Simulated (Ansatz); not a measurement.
**Geometry relaxation, with input and output: W₁₅S₂₈ (part 1 of 4)**

System: W₁₅S₂₈ (defect cell, 43 atoms in the cell).
Method: DFT PBE+D3(BJ), scalar-relativistic, plane waves, PAW, no spin polarisation (Ansatz 0.2.0).

The structure derives from a Materials Project entry. It belongs to a series of runs on one base structure; here: W interstitial, charge +0, atoms relaxed at the host's cell. Figures and captions count atoms from 1; the log counts them from 0 in places.

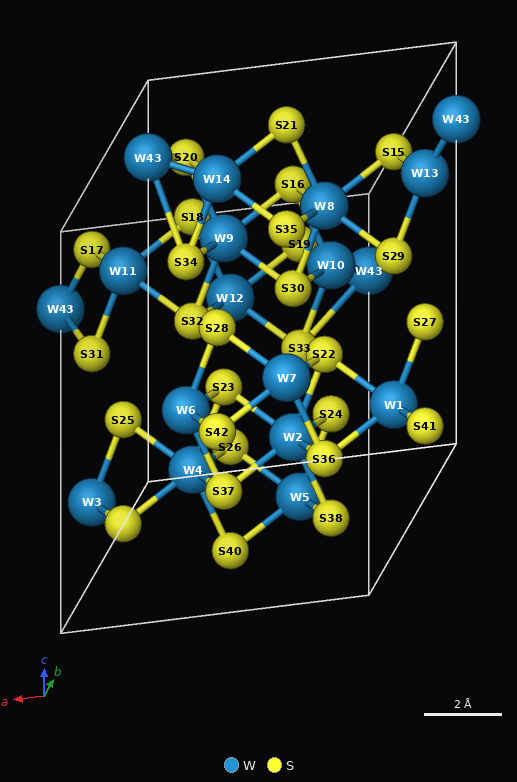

Figure 1. The structure as given in the input (ball-and-stick view of the cell of the calculation, seen at an oblique angle; atoms are numbered from 1 in the order of the input).

The input
```yaml
crystal:
  lattice:
    - [7.8852229175, -2.7315213444, 0.0]
    - [-6.308178334, -5.4630426888, 0.0]
    - [0.0, 0.0, -12.1448340132]
  atoms:
    - { symbol: W, position: [0.0952380952, 0.619047619, 0.25] }
    - { symbol: W, position: [0.380952381, 0.4761904762, 0.25] }
    - { symbol: W, position: [0.9523809524, 0.1904761905, 0.25] }
    - { symbol: W, position: [0.6666666667, 0.3333333333, 0.25] }
    - { symbol: W, position: [0.2380952381, 0.0476190476, 0.25] }
    - { symbol: W, position: [0.8095238095, 0.7619047619, 0.25] }
    - { symbol: W, position: [0.5238095238, 0.9047619048, 0.25] }
    - { symbol: W, position: [0.3333333333, 0.6666666667, 0.75] }
    - { symbol: W, position: [0.619047619, 0.5238095238, 0.75] }
    - { symbol: W, position: [0.1904761905, 0.2380952381, 0.75] }
    - { symbol: W, position: [0.9047619048, 0.380952381, 0.75] }
    - { symbol: W, position: [0.4761904762, 0.0952380952, 0.75] }
    - { symbol: W, position: [0.0476190476, 0.8095238095, 0.75] }
    - { symbol: W, position: [0.7619047619, 0.9523809524, 0.75] }
    - { symbol: S, position: [0.0952380952, 0.619047619, 0.8796577967] }
    - { symbol: S, position: [0.380952381, 0.4761904762, 0.8796577967] }
    - { symbol: S, position: [0.9523809524, 0.1904761905, 0.8796577967] }
    - { symbol: S, position: [0.6666666667, 0.3333333333, 0.8796577967] }
    - { symbol: S, position: [0.2380952381, 0.0476190476, 0.8796577967] }
    - { symbol: S, position: [0.8095238095, 0.7619047619, 0.8796577967] }
    - { symbol: S, position: [0.5238095238, 0.9047619048, 0.8796577967] }
    - { symbol: S, position: [0.3333333333, 0.6666666667, 0.3796577967] }
    - { symbol: S, position: [0.619047619, 0.5238095238, 0.3796577967] }
    - { symbol: S, position: [0.1904761905, 0.2380952381, 0.3796577967] }
    - { symbol: S, position: [0.9047619048, 0.380952381, 0.3796577967] }
    - { symbol: S, position: [0.4761904762, 0.0952380952, 0.3796577967] }
    - { symbol: S, position: [0.0476190476, 0.8095238095, 0.3796577967] }
    - { symbol: S, position: [0.7619047619, 0.9523809524, 0.3796577967] }
    - { symbol: S, position: [0.0952380952, 0.619047619, 0.6203422033] }
    - { symbol: S, position: [0.380952381, 0.4761904762, 0.6203422033] }
    - { symbol: S, position: [0.9523809524, 0.1904761905, 0.6203422033] }
    - { symbol: S, position: [0.6666666667, 0.3333333333, 0.6203422033] }
    - { symbol: S, position: [0.2380952381, 0.0476190476, 0.6203422033] }
    - { symbol: S, position: [0.8095238095, 0.7619047619, 0.6203422033] }
    - { symbol: S, position: [0.5238095238, 0.9047619048, 0.6203422033] }
    - { symbol: S, position: [0.3333333333, 0.6666666667, 0.1203422033] }
    - { symbol: S, position: [0.619047619, 0.5238095238, 0.1203422033] }
    - { symbol: S, position: [0.1904761905, 0.2380952381, 0.1203422033] }
    - { symbol: S, position: [0.9047619048, 0.380952381, 0.1203422033] }
    - { symbol: S, position: [0.4761904762, 0.0952380952, 0.1203422033] }
    - { symbol: S, position: [0.0476190476, 0.8095238095, 0.1203422033] }
    - { symbol: S, position: [0.7619047619, 0.9523809524, 0.1203422033] }
    - { symbol: W, position: [0.0, 0.0, 0.8076923077] }
  host:
    lattice:
      - [3.154089167, 0.0, 0.0]
      - [-1.5770445835, 2.7315213444, 0.0]
      - [0.0, 0.0, 12.1448340132]
    atoms:
      - { symbol: W, position: [0.3333333333, 0.6666666667, 0.75] }
      - { symbol: W, position: [0.6666666667, 0.3333333333, 0.25] }
      - { symbol: S, position: [0.3333333333, 0.6666666667, 0.1203422033] }
      - { symbol: S, position: [0.6666666667, 0.3333333333, 0.6203422033] }
      - { symbol: S, position: [0.3333333333, 0.6666666667, 0.3796577967] }
      - { symbol: S, position: [0.6666666667, 0.3333333333, 0.8796577967] }
basis:
  ecutwfc: 420
  xc_grid: 2
kpoints:
  mp_grid: { grid: [2, 2, 2], shift: [0.0, 0.0, 0.0] }
hamiltonian:
  xc: pbe
  dispersion: d3bj
scf:
  occupations: { method: gaussian, width: 0.01 }
output:
  forces: true
  stress: false
  eigenvalues: true
  charged_corrections:
    defect_position: [0.0, 0.0, 0.80769231]
    epsilon: [[14.17, 0.0, 0.0], [0.0, 14.17, 0.0], [0.0, 0.0, 6.6534]]
  write_density: true
  write_potential: true
  elf: true
  volumetric_format: npy
relax:
  adjacent_minimum: "off"
  f_tol: 0.025
  max_steps: 45
```

Command:
```bash
ansatz run input.yaml --threads 4 --pin off --max-ram 6144MiB --backend cpu --events-out ev --progress --plain --runs-dir out
```

The program's output
```
Engine: ansatz 0.2.0, aarch64-unknown-linux-gnu
Pseudopotentials: kind: paw
Pseudopotential: W, paw, valence charge 14, recommended cutoff 420 eV (normal), W.paw.azcp
Pseudopotential: S, paw, valence charge 6, recommended cutoff 420 eV (normal), S.paw.azcp
Functional definition: PBE
  parameter kappa = 0.804
  parameter beta = 0.06672455060314922
  exchange = pbe_x(kappa = kappa, mu = beta*pi^2/3)
  correlation = pbe_c(beta = beta)
Crystal: 43 atoms, lattice volume = 732.433 Å³
Basis set: ecut = 420 eV, 14321 PW (Γ), exchange–correlation on 120×120×180 points (8 copies of the dense FFT grid, shifted against one another)
Bands: 232, of which v1, the nominal top of the filled ones, is band 189 counted from 1 (188 counted from 0)
Symmetry: 3 space group operations
Space group: P3 (ITA 143), of the structure as read, at distance tolerance 9.0e-5 Å
k-points: 4 of 8
Non-local potential: W, projectors of the file, l = 0: 3, l = 1: 2, l = 2: 2, l = 3: 1
Non-local potential: S, projectors of the file, l = 0: 2, l = 1: 2, l = 2: 2
PAW form: soft (Blöchl's): semilocal exchange-correlation on the pseudo side does not see the compensation charge
PAW one-centre angular grid: W, 590 points (default); XC on 64 Gauss nodes
PAW one-centre angular grid: S, 110 points (default); XC on 64 Gauss nodes
Initial density: superposition of atomic densities (neutral atoms: chi_scale 0, normalization atom), corrected by the library's trained network
Initial wavefunctions: pseudopotential atomic-orbital guess
Functional: x = pbe(κ = 0.804, μ = 0.2195149727645171), c = pbe(β = 0.06672455060314922)
SCF iter   1: F=—  HF=-181052.606593 eV  |F-HF|=—  |Δ(HF+E_count)|=         —  Δρ=1.15e-2  dr2=1.18e0  ethr=1.77e-3  ⟨swp⟩=7.2  Hψ=3913  notcnv=0  defer=18
preconditioner: auto → Resta (q_TF=auto, 2.443 Å⁻¹)  ε∞=7.8  [insulator: Δε(μ)=0.077 eV  Ē_g=8.425 eV  σ=0.010 eV  W_gap=1.00  n_scr=182 (ndim 8)  ℏωp=22.0 eV  f_vac=0.011  D(μ)=0.00/eV (n_scr^D=0)  ε∞_Penn≈7.8]
SCF iter   2: F=—  HF=-181052.418582 eV  |F-HF|=—  |Δ(HF+E_count)|=   1.88e-1  Δρ=5.70e-3  dr2=1.92e-1  ethr=3.12e-4  ⟨swp⟩=2.0  Hψ=1106  notcnv=0  defer=138
preconditioner: auto → LDOS  [insulator: Δε(μ)=0.014 eV  Ē_g=8.435 eV  σ=0.010 eV  W_gap=0.64  n_scr=182 (ndim 8)  ℏωp=22.0 eV  f_vac=0.010  D(μ)=50.22/eV (n_scr^D=564)  ε∞_Penn≈7.8  β→1.0]
SCF iter   3: F=—  HF=-181052.430117 eV  |F-HF|=—  |Δ(HF+E_count)|=   1.15e-2  Δρ=2.79e-3  dr2=8.55e-2  ethr=5.09e-5  ⟨swp⟩=3.2  Hψ=1583  notcnv=0  defer=147
SCF iter   4: F=—  HF=-181052.424337 eV  |F-HF|=—  |Δ(HF+E_count)|=   5.78e-3  Δρ=1.78e-3  dr2=7.81e-2  ethr=2.26e-5  ⟨swp⟩=3.2  Hψ=1528  notcnv=0  defer=147
SCF iter   5: F=—  HF=-181052.416723 eV  |F-HF|=—  |Δ(HF+E_count)|=   7.61e-3  Δρ=1.02e-3  dr2=1.79e-2  ethr=2.07e-5  ⟨swp⟩=2.5  Hψ=1149  notcnv=0  defer=147
SCF iter   6: F=—  HF=-181052.415473 eV  |F-HF|=—  |Δ(HF+E_count)|=   1.25e-3  Δρ=6.13e-4  dr2=7.67e-3  ethr=4.74e-6  ⟨swp⟩=2.0  Hψ=947  notcnv=0  defer=147
SCF iter   7: F=—  HF=-181052.414346 eV  |F-HF|=—  |Δ(HF+E_count)|=   1.13e-3  Δρ=5.21e-4  dr2=4.51e-3  ethr=2.03e-6  ⟨swp⟩=1.0  Hψ=928  notcnv=0  defer=147
SCF iter   8: F=—  HF=-181052.414029 eV  |F-HF|=—  |Δ(HF+E_count)|=   3.17e-4  Δρ=3.95e-4  dr2=2.51e-3  ethr=1.19e-6  ⟨swp⟩=2.0  Hψ=832  notcnv=0  defer=147
SCF iter   9: F=—  HF=-181052.413832 eV  |F-HF|=—  |Δ(HF+E_count)|=   1.97e-4  Δρ=3.02e-4  dr2=1.55e-3  ethr=6.65e-7  ⟨swp⟩=2.2  Hψ=1032  notcnv=0  defer=147
SCF iter  10: F=—  HF=-181052.413725 eV  |F-HF|=—  |Δ(HF+E_count)|=   1.06e-4  Δρ=2.39e-4  dr2=1.13e-3  ethr=4.11e-7  ⟨swp⟩=2.0  Hψ=962  notcnv=0  defer=147
SCF iter  11: F=—  HF=-181052.413664 eV  |F-HF|=—  |Δ(HF+E_count)|=   6.08e-5  Δρ=1.71e-4  dr2=6.61e-4  ethr=3.00e-7  ⟨swp⟩=1.0  Hψ=781  notcnv=0  defer=147
SCF iter  12: F=—  HF=-181052.413632 eV  |F-HF|=—  |Δ(HF+E_count)|=   3.21e-5  Δρ=1.44e-4  dr2=4.18e-4  ethr=1.75e-7  ⟨swp⟩=1.5  Hψ=783  notcnv=0  defer=147
SCF iter  13: F=—  HF=-181052.413615 eV  |F-HF|=—  |Δ(HF+E_count)|=   1.73e-5  Δρ=1.09e-4  dr2=2.38e-4  ethr=1.11e-7  ⟨swp⟩=1.0  Hψ=781  notcnv=0  defer=147
SCF iter  14: F=—  HF=-181052.413603 eV  |F-HF|=—  |Δ(HF+E_count)|=   1.16e-5  Δρ=9.82e-5  dr2=1.50e-4  ethr=6.30e-8  ⟨swp⟩=2.0  Hψ=792  notcnv=0  defer=147
SCF iter  15: F=—  HF=-181052.413600 eV  |F-HF|=—  |Δ(HF+E_count)|=   3.49e-6  Δρ=8.99e-5  dr2=1.09e-4  ethr=3.97e-8  ⟨swp⟩=2.0  Hψ=816  notcnv=0  defer=147
SCF iter  16: F=—  HF=-181052.413594 eV  |F-HF|=—  |Δ(HF+E_count)|=   5.67e-6  Δρ=7.96e-5  dr2=7.63e-5  ethr=2.88e-8  ⟨swp⟩=2.0  Hψ=919  notcnv=0  defer=147
SCF iter  17: F=—  HF=-181052.413589 eV  |F-HF|=—  |Δ(HF+E_count)|=   5.36e-6  Δρ=6.64e-5  dr2=5.27e-5  ethr=2.02e-8  ⟨swp⟩=1.8  Hψ=921  notcnv=0  defer=147
SCF iter  18: F=—  HF=-181052.413586 eV  |F-HF|=—  |Δ(HF+E_count)|=   3.26e-6  Δρ=5.46e-5  dr2=3.55e-5  ethr=1.39e-8  ⟨swp⟩=2.0  Hψ=1026  notcnv=0  defer=147
SCF iter  19: F=—  HF=-181052.413584 eV  |F-HF|=—  |Δ(HF+E_count)|=   1.71e-6  Δρ=4.15e-5  dr2=2.23e-5  ethr=9.40e-9  ⟨swp⟩=2.0  Hψ=974  notcnv=0  defer=147
SCF iter  20: F=-181052.413569 eV  HF=-181052.413582 eV  |F-HF|=1.36e-5  |Δ(HF+E_count)|=   1.70e-6  Δρ=3.12e-5  dr2=1.54e-5  ethr=4.13e-9  ⟨swp⟩=17.2  Hψ=8465  notcnv=0
SCF 1 converged in 20 iterations: F = -181052.413569 eV  dr2 = 1.54e-5
  greatest PAW one-centre occupation: 1.000 electrons in one spin orbital (limit 2), on the W atom at site 2 (counted from 0), in its partial waves of l = 0
relax step   1: F+E_penalty+E_count = -181052.41356857 eV  Δ(F+E_penalty+E_count) = +0.000e0 eV  max|allowed force component| = 2.335e1 eV/Å  Δτ_max = 0.0000 Å  (20 SCF iters, dr2 threshold 1.56e-5 eV, accepted)
Initial density: handed on by an earlier stage of this run
Initial wavefunctions: those handed on with the density
iter 1 solved again at ethr=1.62e-3 eV; its pass at ethr=3.10e-3 eV (dr2=6.11e0 eV) is discarded
SCF iter   1: F=—  HF=-181066.799317 eV  |F-HF|=—  |Δ(HF+E_count)|=         —  Δρ=1.64e-2  dr2=6.12e0  ethr=1.62e-3  ⟨swp⟩=1.0  Hψ=4234  notcnv=0  defer=19
preconditioner: auto → Resta (q_TF=auto, 2.443 Å⁻¹)  ε∞=7.9  [insulator: Δε(μ)=0.021 eV  Ē_g=8.412 eV  σ=0.010 eV  W_gap=0.72  n_scr=182 (ndim 8)  ℏωp=22.0 eV  f_vac=0.009  D(μ)=48.68/eV (n_scr^D=522)  ε∞_Penn≈7.9]
SCF iter   2: F=—  HF=-181066.102338 eV  |F-HF|=—  |Δ(HF+E_count)|=   6.97e-1  Δρ=6.79e-3  dr2=7.69e-1  ethr=1.62e-3  ⟨swp⟩=2.5  Hψ=1202  notcnv=0  defer=19
SCF iter   3: F=—  HF=-181065.985918 eV  |F-HF|=—  |Δ(HF+E_count)|=   1.16e-1  Δρ=1.69e-3  dr2=2.53e-2  ethr=2.03e-4  ⟨swp⟩=3.0  Hψ=1505  notcnv=0  defer=142
SCF iter   4: F=—  HF=-181065.982420 eV  |F-HF|=—  |Δ(HF+E_count)|=   3.50e-3  Δρ=5.27e-4  dr2=2.07e-3  ethr=6.69e-6  ⟨swp⟩=2.0  Hψ=1486  notcnv=0  defer=151
SCF iter   5: F=—  HF=-181065.982292 eV  |F-HF|=—  |Δ(HF+E_count)|=   1.28e-4  Δρ=1.27e-4  dr2=1.42e-4  ethr=5.49e-7  ⟨swp⟩=2.0  Hψ=1477  notcnv=0  defer=151
SCF iter   6: F=-181065.982309 eV  HF=-181065.982319 eV  |F-HF|=1.00e-5  |Δ(HF+E_count)|=   2.67e-5  Δρ=4.59e-5  dr2=2.84e-5  ethr=2.65e-8  ⟨swp⟩=17.5  Hψ=9005  notcnv=0
SCF 2 converged in 6 iterations: F = -181065.982309 eV  dr2 = 2.84e-5
[... from here on the iterations of each SCF are left out, up to the last one ...]
relax step   2: F+E_penalty+E_count = -181065.98230876 eV  Δ(F+E_penalty+E_count) = -1.357e1 eV  max|allowed force component| = 6.675e0 eV/Å  Δτ_max = 0.1950 Å  (6 SCF iters, dr2 threshold 1.00e-4 eV, accepted)
[... from here on the SCF iterations and repeated set-up lines of each step are left out, up to the last step ...]
SCF 3 converged in 6 iterations: F = -181070.670299 eV  dr2 = 1.61e-5
relax step   3: F+E_penalty+E_count = -181070.67029874 eV  Δ(F+E_penalty+E_count) = -4.688e0 eV  max|allowed force component| = 7.096e0 eV/Å  Δτ_max = 0.1947 Å  (6 SCF iters, dr2 threshold 1.00e-4 eV, accepted)
SCF 4 converged in 6 iterations: F = -181072.617101 eV  dr2 = 8.18e-7
relax step   4: F+E_penalty+E_count = -181072.61710063 eV  Δ(F+E_penalty+E_count) = -1.947e0 eV  max|allowed force component| = 5.262e0 eV/Å  Δτ_max = 0.1947 Å  (6 SCF iters, dr2 threshold 1.00e-4 eV, accepted)
SCF 5 converged in 6 iterations: F = -181073.614282 eV  dr2 = 2.39e-6
relax step   5: F+E_penalty+E_count = -181073.61428161 eV  Δ(F+E_penalty+E_count) = -9.972e-1 eV  max|allowed force component| = 3.188e0 eV/Å  Δτ_max = 0.2000 Å  (6 SCF iters, dr2 threshold 1.00e-4 eV, accepted)
SCF 6 converged in 6 iterations: F = -181074.384672 eV  dr2 = 9.06e-6
relax step   6: F+E_penalty+E_count = -181074.38467184 eV  Δ(F+E_penalty+E_count) = -7.704e-1 eV  max|allowed force component| = 1.748e0 eV/Å  Δτ_max = 0.1947 Å  (6 SCF iters, dr2 threshold 1.00e-4 eV, accepted)
SCF 7 converged in 8 iterations: F = -181074.980661 eV  dr2 = 1.30e-5
relax step   7: F+E_penalty+E_count = -181074.98066070 eV  Δ(F+E_penalty+E_count) = -5.960e-1 eV  max|allowed force component| = 1.162e0 eV/Å  Δτ_max = 0.1973 Å  (8 SCF iters, dr2 threshold 1.00e-4 eV, accepted)
SCF 8 converged in 6 iterations: F = -181075.477197 eV  dr2 = 2.10e-6
relax step   8: F+E_penalty+E_count = -181075.47719651 eV  Δ(F+E_penalty+E_count) = -4.965e-1 eV  max|allowed force component| = 9.212e-1 eV/Å  Δτ_max = 0.1916 Å  (6 SCF iters, dr2 threshold 1.00e-4 eV, accepted)
SCF 9 converged in 6 iterations: F = -181075.804275 eV  dr2 = 1.91e-6
relax step   9: F+E_penalty+E_count = -181075.80427531 eV  Δ(F+E_penalty+E_count) = -3.271e-1 eV  max|allowed force component| = 7.288e-1 eV/Å  Δτ_max = 0.1948 Å  (6 SCF iters, dr2 threshold 1.00e-4 eV, accepted)
SCF 10 converged in 6 iterations: F = -181076.072725 eV  dr2 = 1.09e-6
relax step  10: F+E_penalty+E_count = -181076.07272508 eV  Δ(F+E_penalty+E_count) = -2.684e-1 eV  max|allowed force component| = 4.981e-1 eV/Å  Δτ_max = 0.1964 Å  (6 SCF iters, dr2 threshold 1.00e-4 eV, accepted)
SCF 11 converged in 7 iterations: F = -181076.107101 eV  dr2 = 1.28e-5
relax step  11: F+E_penalty+E_count = -181076.10710118 eV  Δ(F+E_penalty+E_count) = -3.438e-2 eV  max|allowed force component| = 1.621e0 eV/Å  Δτ_max = 0.1317 Å  (7 SCF iters, dr2 threshold 1.00e-4 eV, accepted)
SCF 12 converged in 6 iterations: F = -181075.797205 eV  dr2 = 8.65e-7
relax step  12: F+E_penalty+E_count = -181075.79720486 eV  Δ(F+E_penalty+E_count) = +3.099e-1 eV  max|allowed force component| = 1.749e0 eV/Å  Δτ_max = 0.2000 Å  (6 SCF iters, dr2 threshold 1.00e-4 eV, rejected (line search))
SCF 13 converged in 8 iterations: F = -181076.255543 eV  dr2 = 1.01e-8
relax step  13: F+E_penalty+E_count = -181076.25554254 eV  Δ(F+E_penalty+E_count) = -1.484e-1 eV  max|allowed force component| = 2.728e-1 eV/Å  Δτ_max = 0.0960 Å  (8 SCF iters, accepted)
SCF 14 converged in 6 iterations: F = -181076.276285 eV  dr2 = 1.73e-7
relax step  14: F+E_penalty+E_count = -181076.27628533 eV  Δ(F+E_penalty+E_count) = -2.074e-2 eV  max|allowed force component| = 1.308e-1 eV/Å  Δτ_max = 0.0471 Å  (6 SCF iters, dr2 threshold 4.65e-6 eV, accepted)
SCF 15 converged in 6 iterations: F = -181076.289926 eV  dr2 = 3.11e-7
relax step  15: F+E_penalty+E_count = -181076.28992563 eV  Δ(F+E_penalty+E_count) = -1.364e-2 eV  max|allowed force component| = 1.965e-1 eV/Å  Δτ_max = 0.0848 Å  (6 SCF iters, dr2 threshold 1.07e-6 eV, accepted)
SCF 16 converged in 6 iterations: F = -181076.297433 eV  dr2 = 6.90e-8
```
